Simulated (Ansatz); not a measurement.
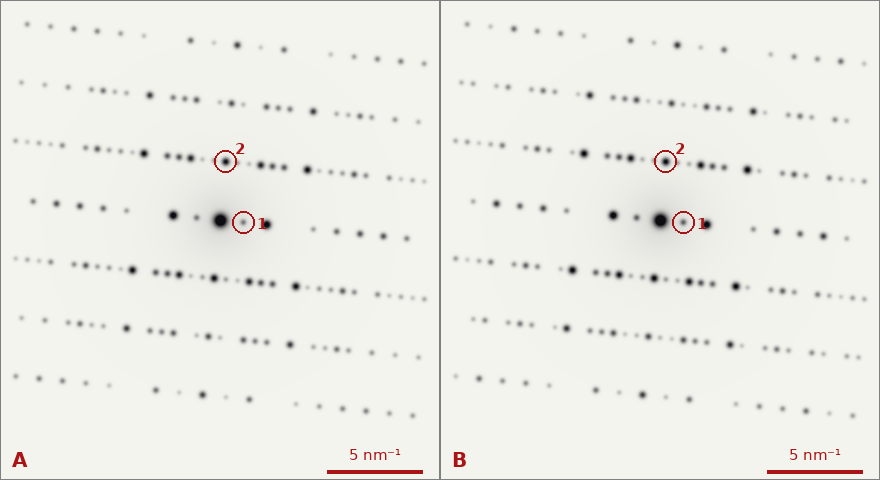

Kinematic electron diffraction patterns (300 kV, B = 0.5 Å², same scale) along [100] of the run's own cell, for the start and the end of one relaxation of GaSe with DFT, PAW plane waves, r2scan in Ansatz 0.2.0. k mesh 8×8×2. The start is a generated model structure, and the relaxation ends in the nearest stationary point of its symmetry, not necessarily the ground state. Spot 1 is 0 0 -2 and spot 2 is 0 1 0 in both.

Start structure:

```
CELL_PARAMETERS angstrom
1.85820 3.21849 0.00000
-1.85820 3.21849 0.00000
0.00000 0.00000 16.06811
ATOMIC_POSITIONS crystal
Ga 0.33333 0.33333 0.17000
Ga 0.66667 0.66667 0.67000
Ga 0.33333 0.33333 0.33000
Ga 0.66667 0.66667 0.83000
Se 0.33333 0.33333 0.60000
Se 0.66667 0.66667 0.10000
Se 0.33333 0.33333 0.90000
Se 0.66667 0.66667 0.40000
```

Which pattern belongs to the start structure, and which to the relaxed one?

Answer. A is the start: its cell gives d(1) = 8.034 Å, d(2) = 3.218 Å and an angle of 90.0°. The spot positions hardly differ, so the intensities decide: those computed from the start structure match A, and B is the relaxed structure.

Name reflections whose intensity changes strongly on relaxation.

Answer. 0 1 9 fades out of sight; 0 0 10 goes from 8.1 to 16 % of the strongest spot; 0 0 2 goes from 4.1 to 8.2 % of the strongest spot.

Summarise the relaxation behind the change.

Answer. The cell was held fixed; with the mean shift removed, the atoms moved by up to 0.07 Å relative to the cell (Ga most); the space group stayed P6_3/mmc (No. 194); the free energy fell by 20 meV an atom.
